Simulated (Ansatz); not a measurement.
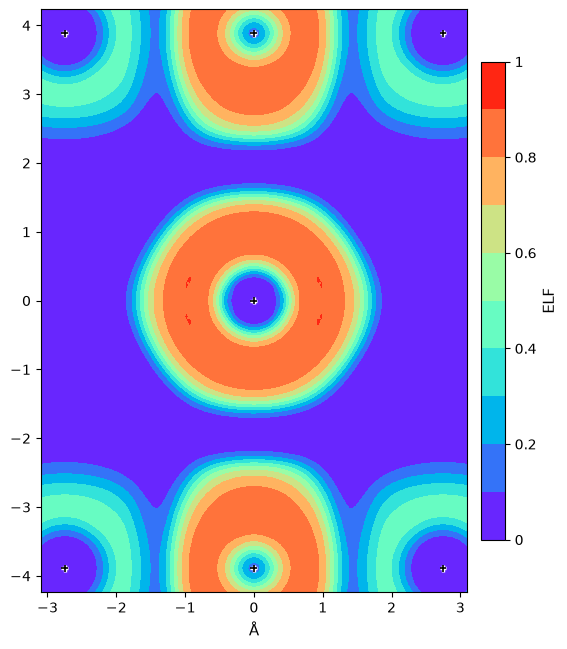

The electron localisation function on a plane through atoms (crosses mark nuclei in the plane).

Theory: Ansatz, DFT r2SCAN, scalar-relativistic, plane waves, PAW.

Candidates:
A. Pt, a = 3.97 Å, b = 3.97 Å, c = 3.97 Å, α = 90.00°, β = 90.00°, γ = 90.00°. Space group Fm-3m; computed pressure about −6 GPa in this cell.
B. CsPbCl$_{3}$, a = 5.50 Å, b = 5.50 Å, c = 5.50 Å, α = 90.00°, β = 90.00°, γ = 90.00°. Space group Pm-3m; changed on purpose from its base cell (volume × 0.91); computed pressure about 3 GPa in this cell.

> Which candidate gave the map?

Candidate B: CsPbCl$_{3}$ on the (011) plane of the conventional cell, which holds Cs, Pb and Cl. Pb–Cl (2.75 Å): the ELF peaks at about 0.85 in the valence shell of Cl, 0.8 Å from its nucleus, and drops to about 0.20 between the two atoms. Cs–Cl (3.89 Å): the ELF is about 0 at the midpoint (a largely ionic contact).
